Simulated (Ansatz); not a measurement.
**A series of single points on PbS**

System: PbS (2 atoms in the cell).
Method: Kohn-Sham DFT of a periodic cell, PBE, all-electron LAPW, scalar-relativistic, no spin polarisation (Ansatz 0.2.0).

The 7 runs differ only in the geometry, by an even scaling of the cell at fixed fractional positions. The structure derives from a Materials Project entry.

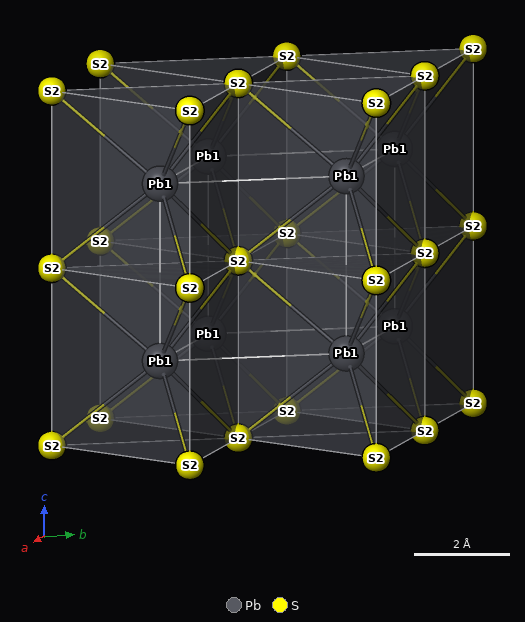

Figure 1. The structure of run 4 (polyhedral view of the cell of the calculation, seen slightly off an axis; polyhedra are completed across the faces of the cell; atoms are numbered from 1 in the order of the input).

**Input of run 4**
```yaml
crystal:
  lattice:
    - [4.0896976867, 0.0, 0.0]
    - [-2.0448488433, 3.5417820905, 0.0]
    - [0.0, 0.0, 3.788167]
  atoms:
    - { symbol: Pb, position: [0.0, 0.0, 0.0] }
    - { symbol: S, position: [0.6666666667, 0.3333333333, 0.5] }
kpoints:
  mp_grid: { grid: [8, 8, 7] }
scf:
  occupations: { method: fermi_dirac, width: 0.05 }
hamiltonian:
  xc: pbe
  pseudopotentials: { kind: all_electron, lapw: { basis_error: 0.0005 } }
output:
  forces: true
  stress: true
  eigenvalues: true
```

Command:
```bash
ansatz run input.yaml --threads 1 --pin off --max-ram 3072MiB --backend cpu --events-out ev --progress --plain --runs-dir out
```

Lattice vectors (Å) and fractional positions of run 4:
```
   4.089698    0.000000    0.000000
  -2.044849    3.541782    0.000000
   0.000000    0.000000    3.788167
Pb  0.000000  0.000000  0.000000
S   0.666667  0.333333  0.500000
```

Run 2 differs from it as follows:
```diff
-    - [4.0896976867, 0.0, 0.0]
-    - [-2.0448488433, 3.5417820905, 0.0]
-    - [0.0, 0.0, 3.788167]
+    - [4.0344247261, 0.0, 0.0]
+    - [-2.017212363, 3.4939143025, 0.0]
+    - [0.0, 0.0, 3.736969278]
```

**Results, with one run withheld**

| run | volume per atom (Å³) | free energy per atom, from the lowest run given (meV) | pressure (GPa) | gap on the mesh (eV) |
| --- | --- | --- | --- | --- |
| 1 | 25.789 | 17.06 | 3.44 | 0.00 |
| 2 | 26.338 | ? | ? | ? |
| 3 | 26.887 | 1.87 | 1.07 | 0.13 |
| 4 | 27.435 | 0.00 | 0.03 | 0.21 |
| 5 | 27.984 | 1.55 | −0.92 | 0.29 |
| 6 | 28.533 | 6.22 | −1.79 | 0.36 |
| 7 | 29.082 | 13.73 | −2.58 | 0.43 |

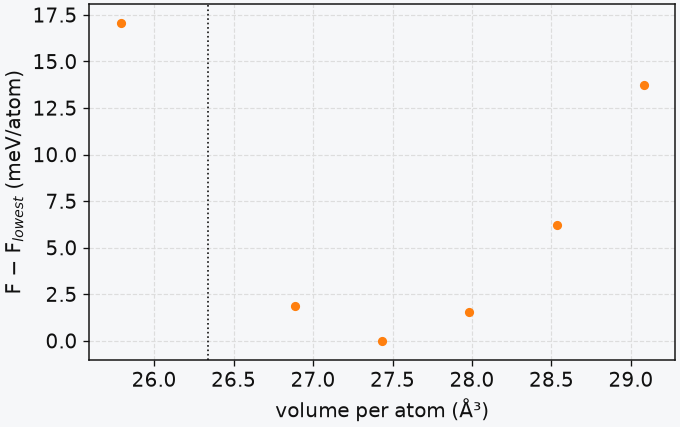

Figure 2. Free energy per atom of the runs given; the dotted line marks run 2.

What should run 2 give?

A cubic polynomial in V^(−2/3) (the Birch–Murnaghan form), fitted to the 6 runs given, misses them by at most 0.01 meV per atom. With x = V^(−2/3) − 0.10954 Å⁻², it reads F = 0.10172 − 547.85 x + 7.9256e+05 x² − 2.2432e+06 x³ (meV per atom). At run 2 it gives 7.43 meV per atom, and the run itself gives 7.45. The slope of the fit gives a pressure −dF/dV of 2.20 GPa there, and the run prints 2.20 GPa. The fit has its minimum at 27.453 Å³ per atom, where V d²F/dV² gives 49.5 GPa. Cell shape and fractional positions are held, so this is the stiffness under even scaling; the relaxed bulk modulus wasn't computed. The gap on the mesh lies between 0.00 eV (run 1) and 0.43 eV (run 7); run 2 has 0.00 eV. These are gaps of this functional on this mesh, which can miss the band edges; they aren't the measured gap.

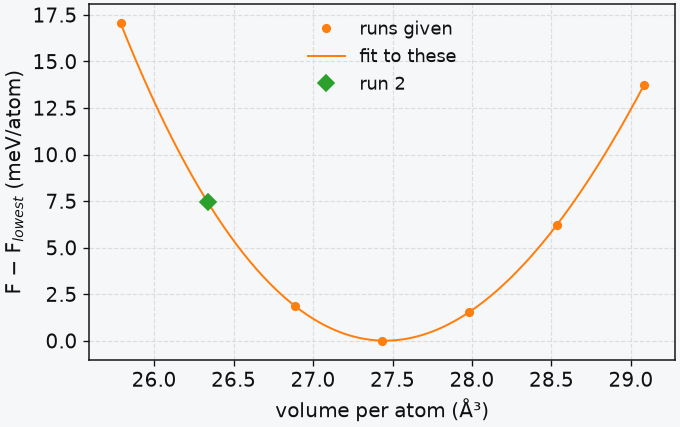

Figure 3. The fit and the withheld run.

**Output, shortened to warnings, some set-up lines, iterations and results (run 2)**
```
Basis set: ecut = 189.24433543236833 eV, 315 PW (Γ), exchange–correlation at level 2
Symmetry: 12 space group operations
k-points: 40 of 448 (time reversal used)
Initial density: superposition of atomic densities (chi_scale 0.1, normalization cell, long waves kept (reshape's long-wave potential 0.00 eV rms))
[...]
SCF iter   1: F=—  HF=-578930.693591 eV  |F-HF|=—  |Δ(HF+E_count)|=         —  Δρ=3.52e-2  dr2=1.61e0  ethr=3.23e-3  ⟨swp⟩=2.0  Hψ=7475  notcnv=0
SCF iter   2: F=—  HF=-578930.113643 eV  |F-HF|=—  |Δ(HF+E_count)|=   5.80e-1  Δρ=1.00e-2  dr2=1.29e-1  ethr=2.57e-4  ⟨swp⟩=2.0  Hψ=6027  notcnv=0
SCF iter   3: F=—  HF=-578930.114918 eV  |F-HF|=—  |Δ(HF+E_count)|=         —  Δρ=8.94e-3  dr2=1.13e-1  ethr=2.57e-4  ⟨swp⟩=2.0  Hψ=3355  notcnv=0
SCF iter   4: F=—  HF=-578930.105732 eV  |F-HF|=—  |Δ(HF+E_count)|=   9.19e-3  Δρ=2.01e-3  dr2=2.40e-3  ethr=2.26e-4  ⟨swp⟩=2.0  Hψ=3301  notcnv=0
SCF iter   5: F=—  HF=-578930.106027 eV  |F-HF|=—  |Δ(HF+E_count)|=   2.95e-4  Δρ=1.08e-3  dr2=8.09e-4  ethr=4.81e-6  ⟨swp⟩=2.1  Hψ=3567  notcnv=0
SCF iter   6: F=—  HF=-578930.106217 eV  |F-HF|=—  |Δ(HF+E_count)|=   1.89e-4  Δρ=5.98e-4  dr2=3.74e-4  ethr=1.62e-6  ⟨swp⟩=2.5  Hψ=3591  notcnv=0
SCF iter   7: F=—  HF=-578930.106568 eV  |F-HF|=—  |Δ(HF+E_count)|=   3.51e-4  Δρ=2.40e-4  dr2=5.72e-5  ethr=7.49e-7  ⟨swp⟩=3.0  Hψ=3708  notcnv=0
SCF iter   8: F=—  HF=-578930.106622 eV  |F-HF|=—  |Δ(HF+E_count)|=   5.38e-5  Δρ=7.42e-5  dr2=7.07e-6  ethr=1.14e-7  ⟨swp⟩=3.0  Hψ=3719  notcnv=0
SCF iter   9: F=—  HF=-578930.106621 eV  |F-HF|=—  |Δ(HF+E_count)|=   5.33e-7  Δρ=2.56e-5  dr2=7.14e-7  ethr=1.41e-8  ⟨swp⟩=2.5  Hψ=3582  notcnv=0
SCF iter  10: F=—  HF=-578930.106622 eV  |F-HF|=—  |Δ(HF+E_count)|=   7.73e-8  Δρ=1.03e-5  dr2=1.07e-7  ethr=1.43e-9  ⟨swp⟩=2.0  Hψ=3564  notcnv=0
SCF iter  11: F=-578930.106622 eV  HF=-578930.106622 eV  |F-HF|=1.14e-8  |Δ(HF+E_count)|=   2.72e-8  Δρ=5.36e-6  dr2=2.48e-8  ethr=2.14e-10  ⟨swp⟩=2.1  Hψ=3567  notcnv=0
SCF 1 converged in 11 iterations: F = -578930.106622 eV  dr2 = 2.48e-8
SCF converged after 11 iterations
Free energy (F): -578930.106622 eV
Harris-Foulkes:  -578930.106622 eV  (|F-HF|=1.14e-8)
Internal energy: -578930.104084 eV  (E = F + TS)
E sigma→0 (E₀):  -578930.105353 eV
Entropy (-TS):   -0.002538 eV (-1.269 meV/atom)
Fermi energy:    11.230500 eV
--- Per-component energies (eV) ---
  E_band       = -3535.132159
  E_kinetic    = 665883.932865
  E_xc         = -11278.305454
  E_electrostatic = -1233535.731494  (all electrons and nuclei)
  E_smearing   = -0.002538  (= −TS)
  E_closure    = 0.000000  (closes the sum)
  E_atoms      = -578921.625793  (free atoms, spherical and without spin; not in F)
  Σ components = -578930.106622   (vs F -578930.106622, Δ=0.00e0)
  Basis errors (estimates in eV, not in F): energy 1.9e-4 per atom: plane waves 1.7e-4 (9.3e-5 summed), levels above the bands 1.2e-74, relativity 1.8e-8, radial functions 1.8e-5, core shells 5.7e-9; eigenvalues (radial functions only) 2.7e-6; not estimated: angular momenta, meshes, grids; target …
--- Forces (eV/Å), atoms counted from 1 ---
  atom   1  Pb     0.00000000    -0.00000000     0.00000000
  atom   2  S     -0.00000000     0.00000000     0.00000000
  max |Σ_I F_I| component: 9.25e-18 eV/Å
--- Stress (GPa, compression-positive) ---
        1.905423       0.000000       0.000000
        0.000000       1.905423       0.000000
        0.000000       0.000000       2.786085
  P = ⅓ Tr σ = 2.1990 GPa (21.990 kbar)
```

Notes: Spin–orbit coupling is left out, which matters for Pb.
